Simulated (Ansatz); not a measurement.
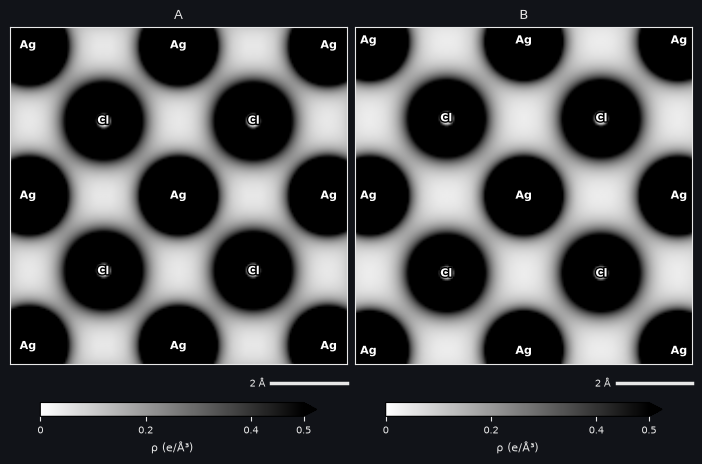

AgCl. The valence pseudo-density of two cells that differ in size, on the (011) plane of each (indices in the axes of the calculation cell), at one length scale and on one colour scale: B has 24.3 Å³ an atom and A 22.1.

Space group Fm-3m; a structure generated by program, which may or may not match a known phase.

Theory: DFT PBE, scalar-relativistic, plane waves, PAW (Ansatz 0.2.0).

The density is the valence pseudo-density of a PAW calculation; it isn't the true density close to the nuclei.

The larger cell:

```cif
data_structure
_symmetry_space_group_name_H-M 'P 1'
_symmetry_Int_Tables_number 1
_cell_length_a 4.0962
_cell_length_b 4.0962
_cell_length_c 4.0962
_cell_angle_alpha 60.000
_cell_angle_beta 60.000
_cell_angle_gamma 60.000
_cell_volume 48.60
loop_
_atom_site_label
_atom_site_type_symbol
_atom_site_fract_x
_atom_site_fract_y
_atom_site_fract_z
_atom_site_occupancy
Ag1 Ag 0.00000 0.00000 0.00000 1
Cl1 Cl 0.50000 0.50000 0.50000 1
```

The smaller cell: a = 3.968 Å, b = 3.968 Å, c = 3.968 Å, α = 60.00°, β = 60.00°, γ = 60.00°.

> What does the compression do to the bonding and the properties?

From the larger cell to the smaller, Ag–Cl goes from 2.90 to 2.81 Å, and the density at its midpoint from 0.18 to 0.21 e/Å³; the pressure goes from −3.1 to 0.0 GPa; the Kohn–Sham gap goes from 0.98 eV to 0.92 eV.
